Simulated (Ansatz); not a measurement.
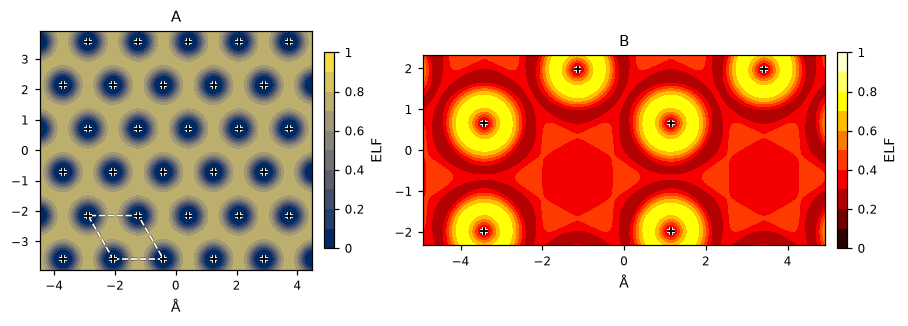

The ELF of 2 systems, each on a plane through atoms (crosses mark nuclei in the plane).

The calculation used Ansatz 0.2.0, DFT, RPBE, plane waves (420 eV) with PAW, scalar-relativistic.

System 1: Mo, the (001) plane of the conventional cell. Space group P6/mmm; set up as Mo, omega (AlB2-type); a generated structure, not necessarily the stable one; changed on purpose from its base cell (volume × 0.92); computed pressure about 23 GPa in this cell; computed without spin polarisation.

System 2: B, the (001) plane of the conventional cell. Space group P6₃/mmc; set up as B, dhcp; a generated structure, not necessarily the stable one; changed on purpose from its base cell (volume × 0.88); computed pressure about 18 GPa in this cell.

```
B
1.0
     1.65257    0.00000    0.00000
    -0.82629    1.43117    0.00000
     0.00000    0.00000   20.42819
B
4
Direct
  0.00000 0.00000 0.00000
  0.00000 0.00000 0.50000
  0.33333 0.66667 0.25000
  0.66667 0.33333 0.75000
```

### Which map belongs to which system?

Panel A is system 2, B: the plane holds B. B–B (1.65 Å): the ELF peaks at about 0.75 between the atoms. Panel B is system 1, Mo: the plane holds Mo. Mo–Mo (2.63 Å): the ELF is about 0.30 at the midpoint.
